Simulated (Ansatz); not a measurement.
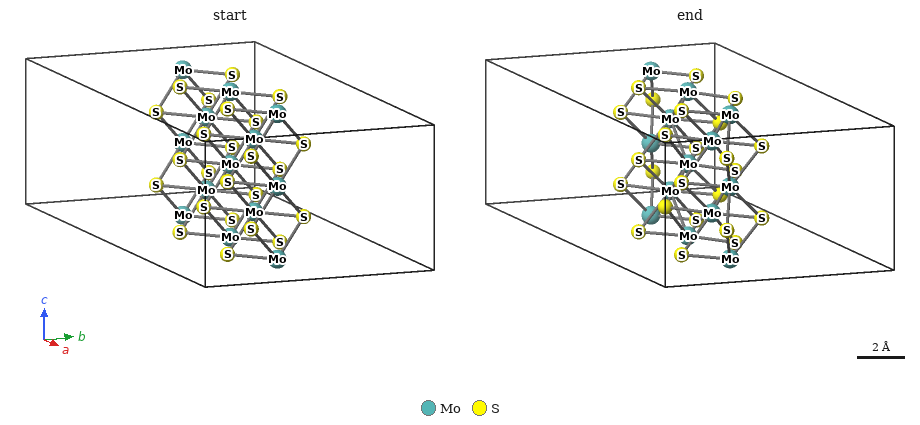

The structure of a wire of composition MoS2 before (left) and after (right) a relaxation, at one scale.

The picture is a ball-and-stick view of the 2 repeat of the cell, with the vacuum cut short (origin shifted), seen slightly off an axis.

Case: zigzag ribbon, 5 formula units a period, edge spins opposed.

The calculation used DFT PBE, scalar-relativistic, plane waves, PAW (Ansatz 0.2.0). Set-up: plane-wave cutoff 420 eV; k-point mesh 1 × 1 × 28; occupations gaussian; smearing width 0.05 eV; collinear spin; cell relaxed at fixed a, b, alpha, beta, gamma; force threshold 0.02 eV/Å; at most 45 steps.

Question: What changed between the two?

Answer: The run was cut off at its time limit before the relaxation converged, so the last structure is only a point on the way. The atom that moves furthest relative to the centre of the atoms is an S atom (0.74 Å). By element the largest moves are S 0.74 Å, Mo 0.36 Å. Along the periodic axis the drawn cell goes c 6.386 → 6.330 Å (−0.9 %). Near-neighbour distances that change, for instance: Mo–Mo 3.193 → 2.750 Å, Mo–Mo 3.193 → 2.895 Å, Mo–S 2.430 → 2.254 Å, Mo–S 2.430 → 2.599 Å. Among the angles between lasting bonds that change: S–Mo–S 180.0° → 146.1°, S–Mo–S 180.0° → 147.6°, S–Mo–S 82.1° → 109.3°. Over 15 accepted moves (16 points after the start) the energy falls by 2.567 eV per cell of the calculation. The largest force component goes from 3.1 to 0.88 eV/Å. The line search rejected the trial step at point 5 of the run. The program noted that the starting moments weren't kept.
